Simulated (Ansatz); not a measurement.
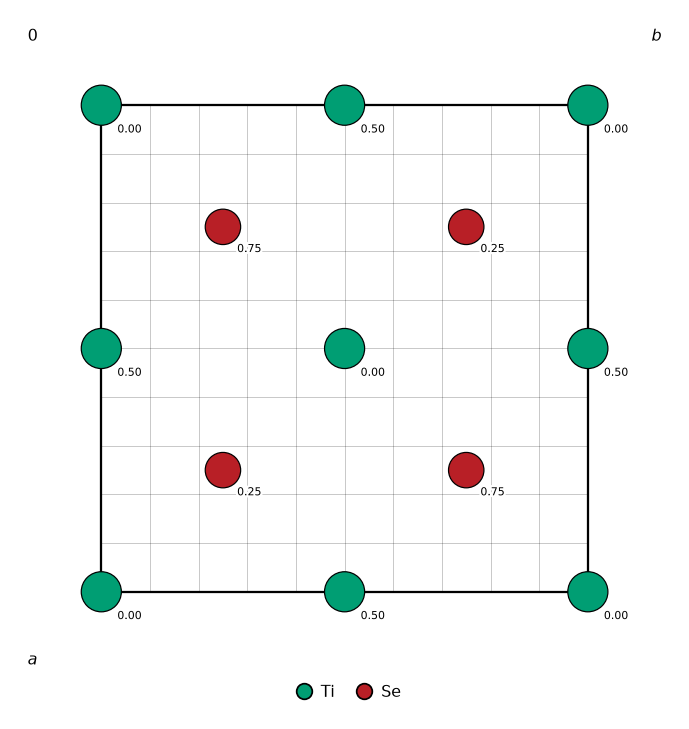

Plan of a unit cell projected along c (a down the page, b across); the numbers are heights as fractions of c, and atoms on the cell's edges are repeated. The grid marks tenths of a and b. Source: the geometry relaxed with DFT PBEsol, scalar-relativistic, plane waves, PAW (Ansatz 0.2.0); the starting structure was generated, so it need not be a known form of this composition. All values are computed from the atomic coordinates in the standard setting (tolerance 0.002 Å).

a = 5.701 Å, b = 5.701 Å, c = 5.701 Å, α = 90.00°, β = 90.00°, γ = 90.00°.

What does the cell contain?

4 Ti, 4 Se: TiSe, Z = 4.

Which space group?

F-43m, No. 216, face-centred cubic.

Give the fractional coordinates of all atoms, to two places.

```json
{"atom": "Ti", "x": "0.00", "y": "0.00", "z": "0.00"}
{"atom": "Se", "x": "0.25", "y": "0.25", "z": "0.75"}
{"atom": "Ti", "x": "0.00", "y": "0.50", "z": "0.50"}
{"atom": "Se", "x": "0.25", "y": "0.75", "z": "0.25"}
{"atom": "Ti", "x": "0.50", "y": "0.00", "z": "0.50"}
{"atom": "Se", "x": "0.75", "y": "0.25", "z": "0.25"}
{"atom": "Ti", "x": "0.50", "y": "0.50", "z": "0.00"}
{"atom": "Se", "x": "0.75", "y": "0.75", "z": "0.75"}
```
